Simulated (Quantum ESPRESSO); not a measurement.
Relaxation of cell and atoms of Sc (part 2 of 2)

Continued. System: Sc (P6₃/mmc, 2 atoms in the cell). Method: Kohn-Sham DFT of a periodic cell, PBE, SSSP 1.3 efficiency PBE, no spin polarisation (Quantum ESPRESSO 7.5); cutoff 938.79 eV, 9×9×5 k-mesh, fermi-dirac of 0.05 eV. The structure derives from an entry of the Crystallography Open Database.

Geometry of the input (Å; fractional positions):
```
3.3090  0.0000  0.0000
-1.6545  2.8657  0.0000
0.0000  0.0000  5.2733
Sc 0.6667  0.3333  0.7500
Sc 0.3333  0.6667  0.2500
```

Log, continued
```
     The total energy is F=E-TS. E is the sum of the following terms:
     one-electron contribution =     -73.06361786 Ry
     hartree contribution      =      39.54083990 Ry
     xc contribution           =     -23.72964530 Ry
     ewald contribution        =    -126.47556307 Ry

     convergence has been achieved in   9 iterations

     Forces acting on atoms (cartesian axes, Ry/au):

     atom    1 type  1   force =     0.00000000    0.00000000    0.00000000
     atom    2 type  1   force =     0.00000000    0.00000000    0.00000000

     Total force =     0.000000     Total SCF correction =     0.000000

     Computing stress (Cartesian axis) and pressure

          total   stress  (Ry/bohr**3)                   (kbar)     P=       -6.16
  -0.00000777   0.00000000   0.00000000           -1.14        0.00        0.00
  -0.00000000  -0.00000777   0.00000000           -0.00       -1.14        0.00
   0.00000000   0.00000000  -0.00011003            0.00        0.00      -16.19

     BFGS Geometry Optimization
     Energy error            =      3.9E-03 Ry
     Gradient error          =      0.0E+00 Ry/Bohr
     Cell gradient error     =      6.6E+01 kbar

     number of scf cycles    =   1
     number of bfgs steps    =   0

     enthalpy           new  =    -183.6159428812 Ry

     new trust radius        =       0.0413245188 bohr
     new conv_thr            =       0.0000000004 Ry

     new unit-cell volume =    327.87487 a.u.^3 (    48.58604 Ang^3 )
     density =      3.07294 g/cm^3

CELL_PARAMETERS (angstrom)
   3.280239274   0.000000000   0.000000000
  -1.640119637   2.840770541   0.000000000
   0.000000000   0.000000000   5.213985802

ATOMIC_POSITIONS (angstrom)
Sc               1.6401196370        0.9469235138        3.9104893512
Sc              -0.0000000002        1.8938470277        1.3034964504

     NEW-OLD atomic charge density approx. for the potential
     New effective cutoffs (rho, wfc):  281.08   70.57

     Self-consistent Calculation

     iteration #  1     ecut=    69.00 Ry     beta= 0.50
     Davidson diagonalization with overlap
     ethr =  1.00E-06,  avg # of iterations =  4.5

     Threshold (ethr) on eigenvalues was too large:
     Diagonalizing with lowered threshold

     Davidson diagonalization with overlap
     ethr =  8.04E-08,  avg # of iterations =  2.7

     total energy              =    -183.73059408 Ry
     estimated scf accuracy    <       0.00001613 Ry

[... 49 further cycles ...]
     iteration #  2     ecut=    69.00 Ry     beta= 0.50
     Davidson diagonalization with overlap
     ethr =  9.03E-05,  avg # of iterations =  1.9

     total energy              =    -183.72659428 Ry
     estimated scf accuracy    <       0.00094848 Ry

     iteration #  3     ecut=    69.00 Ry     beta= 0.50
     Davidson diagonalization with overlap
     ethr =  4.31E-06,  avg # of iterations =  3.9

     total energy              =    -183.72676153 Ry
     estimated scf accuracy    <       0.00017822 Ry

     iteration #  4     ecut=    69.00 Ry     beta= 0.50
     Davidson diagonalization with overlap
     ethr =  8.10E-07,  avg # of iterations =  2.3

     total energy              =    -183.72677493 Ry
     estimated scf accuracy    <       0.00002973 Ry

     iteration #  5     ecut=    69.00 Ry     beta= 0.50
     Davidson diagonalization with overlap
     ethr =  1.35E-07,  avg # of iterations =  2.4

     total energy              =    -183.72678355 Ry
     estimated scf accuracy    <       0.00000172 Ry

     iteration #  6     ecut=    69.00 Ry     beta= 0.50
     Davidson diagonalization with overlap
     ethr =  7.81E-09,  avg # of iterations =  2.0

     total energy              =    -183.72678354 Ry
     estimated scf accuracy    <       0.00000024 Ry

     iteration #  7     ecut=    69.00 Ry     beta= 0.50
     Davidson diagonalization with overlap
     ethr =  1.09E-09,  avg # of iterations =  3.9

     total energy              =    -183.72678363 Ry
     estimated scf accuracy    <       0.00000005 Ry

     iteration #  8     ecut=    69.00 Ry     beta= 0.50
     Davidson diagonalization with overlap
     ethr =  2.47E-10,  avg # of iterations =  2.0

     total energy              =    -183.72678364 Ry
     estimated scf accuracy    <          3.1E-10 Ry

     iteration #  9     ecut=    69.00 Ry     beta= 0.50
     Davidson diagonalization with overlap
     ethr =  1.39E-12,  avg # of iterations =  4.8

     total energy              =    -183.72678364 Ry
     estimated scf accuracy    <          3.1E-11 Ry

     iteration # 10     ecut=    69.00 Ry     beta= 0.50
     Davidson diagonalization with overlap
     ethr =  1.39E-13,  avg # of iterations =  1.6

     total energy              =    -183.72678364 Ry
     estimated scf accuracy    <          1.9E-11 Ry

     iteration # 11     ecut=    69.00 Ry     beta= 0.50
     Davidson diagonalization with overlap
     ethr =  1.00E-13,  avg # of iterations =  1.9

     End of self-consistent calculation

          k = 0.0000 0.0000 0.0000 (  2929 PWs)   bands (ev):

   -38.8491 -38.7496 -17.7499 -17.3021 -17.3021 -17.2164 -17.2164 -17.1831
     5.1386   8.6588  11.2160  12.0773  12.0773  12.3827  12.5831  12.5831
    12.8708  12.8708

          k = 0.0000 0.0000 0.1316 (  2935 PWs)   bands (ev):

   -38.8397 -38.7592 -17.6978 -17.2940 -17.2940 -17.2395 -17.2246 -17.2246
     5.4276   8.3268  11.0764  11.9580  11.9580  12.1859  12.4082  12.4082
    13.2009  13.2009

          k = 0.0000 0.0000 0.2633 (  2947 PWs)   bands (ev):

   -38.8150 -38.7842 -17.5596 -17.3846 -17.2726 -17.2726 -17.2461 -17.2461
     6.2347   7.3536  11.2090  11.6993  11.9175  11.9175  12.0984  12.0984
    13.7851  13.7852

          k = 0.0000 0.1313 0.0000 (  2946 PWs)   bands (ev):

   -38.8412 -38.7470 -17.7291 -17.3412 -17.3156 -17.2574 -17.2212 -17.1930
     5.4236   8.8901  10.9343  11.6384  12.2905  12.3992  12.6645  12.6896
    12.6966  12.7720

          k = 0.0000 0.1313 0.1316 (  2955 PWs)   bands (ev):

   -38.8323 -38.7561 -17.6831 -17.3303 -17.3067 -17.2918 -17.2303 -17.2192
     5.7039   8.5622  10.8051  11.6450  12.1184  12.1782  12.3470  12.5628
    13.1258  13.1933

          k = 0.0000 0.1313 0.2633 (  2968 PWs)   bands (ev):

   -38.8089 -38.7798 -17.5612 -17.4094 -17.2993 -17.2832 -17.2602 -17.2540
     6.4892   7.5882  11.0003  11.5317  11.8129  12.0670  12.0708  12.2568
    13.7390  13.8054

          k = 0.0000 0.2625 0.0000 (  2972 PWs)   bands (ev):

   -38.8205 -38.7414 -17.6719 -17.4415 -17.3576 -17.3483 -17.2348 -17.2225
     6.2233   9.4204  10.3856  10.9738  12.0648  12.3234  12.3383  12.8906
    13.1676  13.2888

          k = 0.0000 0.2625 0.1316 (  2957 PWs)   bands (ev):

   -38.8130 -38.7490 -17.6485 -17.4221 -17.3900 -17.3376 -17.2457 -17.2347
     6.4732   9.1198  10.3204  11.0477  11.9420  12.1933  12.3085  12.9628
    13.2945  13.3969

          k = 0.0000 0.2625 0.2633 (  2968 PWs)   bands (ev):

   -38.7933 -38.7688 -17.5821 -17.4892 -17.3476 -17.3093 -17.2792 -17.2743
     7.1768   8.1799  10.6408  11.0954  11.6294  11.9063  12.3989  12.6724
    13.7461  13.9328

          k = 0.0000 0.3938 0.0000 (  2980 PWs)   bands (ev):

   -38.7944 -38.7372 -17.5935 -17.5574 -17.4660 -17.3836 -17.2693 -17.2518
     7.3602   9.6686   9.9121  10.4562  12.0081  12.0178  12.0699  13.7268
    13.8509  13.9740

          k = 0.0000 0.3938 0.1316 (  2986 PWs)   bands (ev):

   -38.7890 -38.7427 -17.6381 -17.5204 -17.4614 -17.3712 -17.2661 -17.2646
     7.5392   9.4236  10.0073  10.5713  11.7526  12.1280  12.1520  13.6718
    13.8749  13.9049

          k = 0.0000 0.3938 0.2633 (  2974 PWs)   bands (ev):

   -38.7747 -38.7570 -17.6411 -17.5907 -17.3634 -17.3384 -17.2977 -17.2904
     8.0409   8.7489  10.4025  10.6951  11.5706  11.8172  12.5592  13.1401
    14.0690  14.2048

          k = 0.0000 0.5250 0.0000 (  2988 PWs)   bands (ev):

   -38.7741 -38.7378 -17.6336 -17.5341 -17.5235 -17.4059 -17.3186 -17.2635
     8.4748   9.3848   9.6520  10.1488  11.8190  11.8387  12.3725  14.3708
    14.5813  14.8004

          k = 0.0000 0.5250 0.1316 (  2990 PWs)   bands (ev):

   -38.7707 -38.7412 -17.6752 -17.5826 -17.4505 -17.3924 -17.3000 -17.2773
     8.4920   9.2566   9.9089  10.2205  11.8940  12.0080  12.1861  14.2076
    14.4271  14.6801

          k = 0.0000 0.5250 0.2633 (  2965 PWs)   bands (ev):

   -38.7616 -38.7503 -17.6952 -17.6574 -17.3571 -17.3542 -17.3132 -17.2992
     8.6350   8.9416  10.3342  10.4948  11.7930  11.8919  12.5509  13.3614
    14.4929  14.5880

          k = 0.1137 0.1969 0.0000 (  2958 PWs)   bands (ev):

   -38.8269 -38.7429 -17.6901 -17.3991 -17.3679 -17.3029 -17.2381 -17.2127
     5.9676   9.2855  10.5443  11.1329  12.1501  12.2681  12.5834  12.7275
    12.9012  13.2170

          k = 0.1137 0.1969 0.1316 (  2957 PWs)   bands (ev):

   -38.8189 -38.7510 -17.6578 -17.3800 -17.3795 -17.3217 -17.2483 -17.2261
     6.2289   8.9724  10.4495  11.1975  12.0195  12.2012  12.3236  12.8168
    13.1400  13.3786

          k = 0.1137 0.1969 0.2633 (  2966 PWs)   bands (ev):

   -38.7980 -38.7721 -17.5716 -17.4618 -17.3319 -17.3118 -17.2737 -17.2665
     6.9641   8.0087  10.7370  11.2306  11.6555  11.9250  12.3354  12.5310
    13.7060  13.9162

          k = 0.1137 0.3281 0.0000 (  2982 PWs)   bands (ev):

   -38.8034 -38.7382 -17.6216 -17.4981 -17.4494 -17.3587 -17.2634 -17.2516
     6.9497   9.7502  10.0932  10.5464  11.8814  11.9805  12.3042  13.3209
    13.4921  13.9145

          k = 0.1137 0.3281 0.1316 (  2976 PWs)   bands (ev):

   -38.7972 -38.7444 -17.6286 -17.4873 -17.4369 -17.3662 -17.2772 -17.2472
     7.1648   9.4797  10.1076  10.6488  11.7318  12.0784  12.2174  13.2449
    13.6697  13.8573

          k = 0.1137 0.3281 0.2633 (  2980 PWs)   bands (ev):

   -38.7809 -38.7608 -17.6092 -17.5497 -17.3659 -17.3455 -17.3033 -17.2711
     7.7701   8.6349  10.4911  10.8063  11.4829  11.7198  12.5167  12.9324
    13.9915  14.1107

          k = 0.1137 0.4594 0.0000 (  2978 PWs)   bands (ev):

   -38.7794 -38.7371 -17.5944 -17.5431 -17.5093 -17.4097 -17.3038 -17.2835
     8.1218   9.6869   9.7739  10.1957  11.6857  11.9698  12.2455  13.9480
    14.2421  14.7168

          k = 0.1137 0.4594 0.1316 (  2982 PWs)   bands (ev):

   -38.7754 -38.7412 -17.6441 -17.5597 -17.4586 -17.3978 -17.3076 -17.2753
     8.2376   9.4846   9.9468  10.3539  11.6263  11.8837  12.2712  13.8225
    14.2507  14.3834

          k = 0.1137 0.4594 0.2633 (  2975 PWs)   bands (ev):

   -38.7648 -38.7517 -17.6635 -17.6266 -17.3975 -17.3561 -17.3211 -17.2769
     8.5684   9.0403  10.3669  10.5932  11.4469  11.5679  12.6071  13.2317
    14.2539  14.6422

          k = 0.1137 0.5906 0.0000 (  2986 PWs)   bands (ev):

   -38.7676 -38.7390 -17.6324 -17.5326 -17.4987 -17.4295 -17.3379 -17.2914
     8.9082   9.3716   9.6609  10.0304  11.6938  11.7629  12.4640  14.4674
    14.5006  14.7360

          k = 0.1137 0.5906 0.1316 (  2980 PWs)   bands (ev):

   -38.7649 -38.7418 -17.6678 -17.5819 -17.4600 -17.3942 -17.3288 -17.2886
     8.8484   9.3324   9.9736  10.0845  11.6870  11.7533  12.4251  14.1851
    14.4372  14.6506

          k = 0.1137 0.5906 0.2633 (  2972 PWs)   bands (ev):

   -38.7577 -38.7489 -17.6895 -17.6558 -17.4105 -17.3610 -17.3211 -17.2811
     8.8970   9.1179  10.3979  10.4995  11.4393  11.5699  12.7237  13.3782
    14.4198  14.6113

          k = 0.2273 0.3938 0.0000 (  2986 PWs)   bands (ev):

   -38.7814 -38.7369 -17.5504 -17.5473 -17.5208 -17.3989 -17.3148 -17.2984
     8.0012   9.8679   9.9907  10.0897  11.5584  12.0429  12.1472  13.6225
    14.2244  14.6396

          k = 0.2273 0.3938 0.1316 (  2988 PWs)   bands (ev):

   -38.7772 -38.7412 -17.6126 -17.5602 -17.4339 -17.4246 -17.3257 -17.2730
     8.1567   9.6707  10.1466  10.2030  11.5174  11.8068  12.1950  13.5526
    14.1724  14.4092

          k = 0.2273 0.3938 0.2633 (  2984 PWs)   bands (ev):

   -38.7661 -38.7523 -17.6355 -17.6058 -17.4180 -17.3871 -17.3137 -17.2688
     8.5860   9.1674  10.4778  10.4870  11.3100  11.3700  12.4898  13.0847
    14.2334  14.6775

          k = 0.2273 0.5250 0.0000 (  2984 PWs)   bands (ev):

   -38.7628 -38.7404 -17.5964 -17.5160 -17.4798 -17.4580 -17.3531 -17.3493
     9.0360   9.7458   9.7600   9.9380  11.4845  11.7138  12.5137  14.0752
    14.5337  14.6261

          k = 0.2273 0.5250 0.1316 (  2987 PWs)   bands (ev):

   -38.7607 -38.7425 -17.6211 -17.5708 -17.4933 -17.3977 -17.3638 -17.3045
     9.0992   9.6514   9.9261  10.1506  11.4069  11.4683  12.5153  13.9654
    14.1963  14.6457

          k = 0.2273 0.5250 0.2633 (  2972 PWs)   bands (ev):

   -38.7551 -38.7481 -17.6509 -17.6299 -17.4707 -17.4217 -17.3020 -17.2737
     9.2751   9.4931  10.3402  10.5755  10.9603  11.1034  12.6956  13.2295
    14.2851  14.5949

          k = 0.3410 0.5906 0.0000 (  2952 PWs)   bands (ev):

   -38.7490 -38.7490 -17.5845 -17.4945 -17.4945 -17.4137 -17.4137 -17.3951
     9.6785   9.6785   9.7538   9.7851  11.4901  11.4901  12.6891  14.3112
    14.3112  14.5833

          k = 0.3410 0.5906 0.1316 (  2982 PWs)   bands (ev):

   -38.7490 -38.7490 -17.5667 -17.5629 -17.5629 -17.4135 -17.3442 -17.3442
     9.8062   9.8112   9.8112   9.8464  11.2831  11.2831  12.6742  14.0326
    14.3315  14.3315

          k = 0.3410 0.5906 0.2633 (  2973 PWs)   bands (ev):

   -38.7489 -38.7489 -17.6219 -17.6219 -17.5198 -17.4613 -17.2833 -17.2833
     9.9109   9.9374  10.1410  10.1410  10.8510  10.8510  12.7814  13.2515
    14.3172  14.3172

     the Fermi energy is    10.4002 ev

!    total energy              =    -183.72678364 Ry
     estimated scf accuracy    <          1.8E-12 Ry
     smearing contrib. (-TS)   =      -0.00243834 Ry
     internal energy E=F+TS    =    -183.72434530 Ry

     The total energy is F=E-TS. E is the sum of the following terms:
     one-electron contribution =     -67.12478443 Ry
     hartree contribution      =      37.68349412 Ry
     xc contribution           =     -23.84758306 Ry
     ewald contribution        =    -130.43547193 Ry

     convergence has been achieved in  11 iterations

     Forces acting on atoms (cartesian axes, Ry/au):

     atom    1 type  1   force =    -0.00000000   -0.00000000   -0.00000000
     atom    2 type  1   force =     0.00000000    0.00000000    0.00000000

     Total force =     0.000000     Total SCF correction =     0.000000

     Computing stress (Cartesian axis) and pressure

          total   stress  (Ry/bohr**3)                   (kbar)     P=       50.05
   0.00034027   0.00000000  -0.00000000           50.05        0.00       -0.00
  -0.00000000   0.00034027   0.00000000           -0.00       50.05        0.00
   0.00000000   0.00000000   0.00034021            0.00        0.00       50.05

=------------------------------------------------------------------------------=
   JOB DONE.
=------------------------------------------------------------------------------=
```

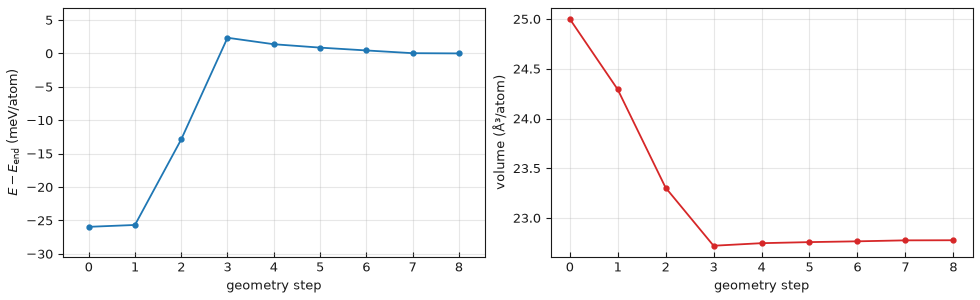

*Progress of the relaxation, step by step (steps are counted from 0).*

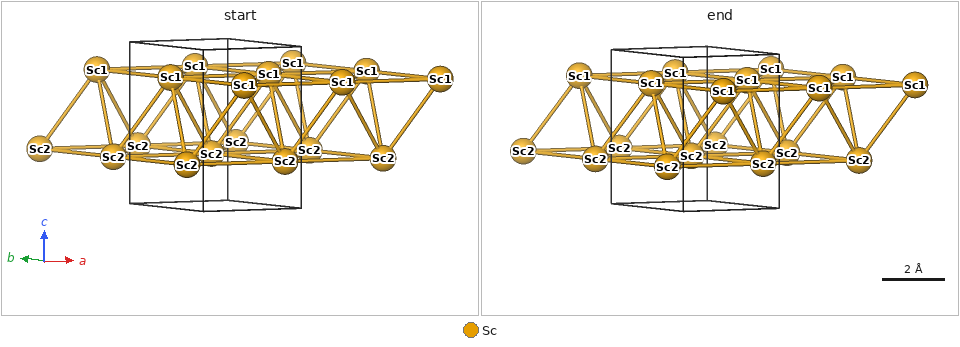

*Before (left) and after (right) the relaxation, at one scale (ball-and-stick view of the cell of the calculation, repeated 3 × 3 × 1, seen at an oblique angle).*

After 8 geometry steps the energy has risen by 26.0 meV per atom. All forces vanish by symmetry, so only the cell relaxes. The atoms keep their places relative to the cell (all moves are under 0.005 Å). The volume changes by −8.9 %, with a = b 3.309 → 3.235 Å (−2.2 %), c 5.273 → 5.027 Å (−4.7 %). Distances before and after: Sc1–Sc2 3.256 → 3.131 Å, Sc1–Sc1 3.309 → 3.235 Å. The space group stays P6_3/mmc (No. 194). (Atoms are counted from 1 in the order of the input.)

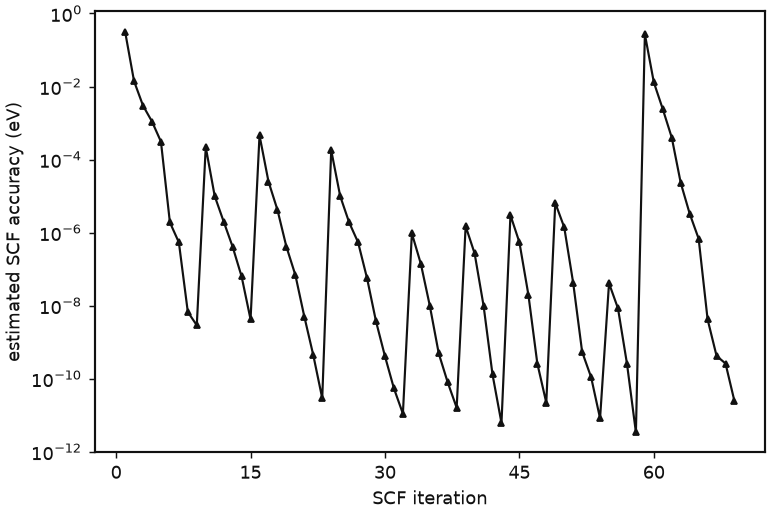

*Convergence of the self-consistent field: estimated SCF accuracy against the iteration.*

The field takes 69 iterations in all.

Summary

```json
{"quantity": "outcome", "value": "converged"}
{"quantity": "space group (tolerance 0.01 Å)", "value": "P6₃/mmc (194)"}
{"quantity": "electrons treated", "value": "22"}
{"quantity": "free energy", "value": "−2499.7302 eV"}
{"quantity": "Fermi energy", "value": "10.400 eV"}
{"quantity": "gap on the k-point mesh", "value": "none (metallic)"}
{"quantity": "pressure", "value": "5.01 GPa"}
{"quantity": "final volume", "value": "45.55 Å³"}
{"quantity": "largest force (length of the vector) at the end", "value": "under 0.001 eV/Å"}
{"quantity": "final cell", "value": "a = 3.235 Å, b = 3.235 Å, c = 5.027 Å, α = 90.00°, β = 90.00°, γ = 120.00°"}
{"quantity": "hardware", "value": "1 thread of Arm Neoverse V2, 24 GiB of memory available, shared host"}
{"quantity": "wall time", "value": "3.3 min"}
{"quantity": "peak memory", "value": "0.08 GiB"}
```

The cell is under a pressure of 5.0 GPa at this level, so it is not at its equilibrium volume.
